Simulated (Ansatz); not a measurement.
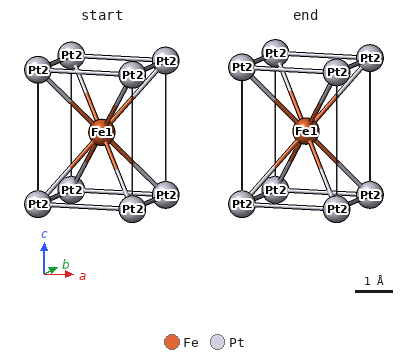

The structure of a crystal of FePt (set up in P4/mmm) before (left) and after (right) a relaxation, at one scale.

The picture is a ball-and-stick view of the cell of the calculation, seen slightly off an axis.

Level of theory: DFT PBE, scalar-relativistic, plane waves, PAW in Ansatz.

Input file:
```yaml
crystal:
  lattice:
    - [2.7216540008, 0.0, 0.0]
    - [0.0, 2.7216540008, 0.0]
    - [0.0, 0.0, 3.7]
  atoms:
    - { symbol: Fe, position: [0.5, 0.5, 0.5], spin: 3.27 }
    - { symbol: Pt, position: [0.0, 0.0, 0.0], spin: 0.45 }
basis:
  ecutwfc: 420
kpoints:
  mp_grid: { grid: [16, 16, 12] }
hamiltonian:
  xc: pbe
scf:
  occupations: { method: gaussian, width: 0.1 }
output:
  forces: true
  stress: true
  eigenvalues: true
  populations: true
magnetization:
  spin_polarized: true
relax:
  adjacent_minimum: "off"
  f_tol: 0.005
  max_steps: 80
  cell: { stress_tol: 0.05 }
```

Command:
```bash
ansatz run input.yaml --threads 2 --pin off --max-ram 5120MiB --backend cpu --events-out ev --progress --plain --runs-dir out
```

Summarise the run.

After 3 accepted moves (4 points after the start) the energy has fallen by 5.9 meV per atom. All forces vanish by symmetry, so only the cell relaxes. The pressure goes from 4.98 to 0.00 GPa. At 1 point the geometry stayed and the basis and grid were re-selected for the new cell (energy shift of 0.2 meV per atom at most each time). No atom moves by more than 0.005 Å relative to the cell. The volume changes by +2.3 %, with a = b 2.722 → 2.729 Å (+0.3 %), c 3.700 → 3.766 Å (+1.8 %). Some distances before and after: Fe1–Pt2 2.669 → 2.696 Å, Fe1–Fe1 2.722 → 2.729 Å, Pt2–Pt2 2.722 → 2.729 Å. The space group stays P4/mmm (No. 123).
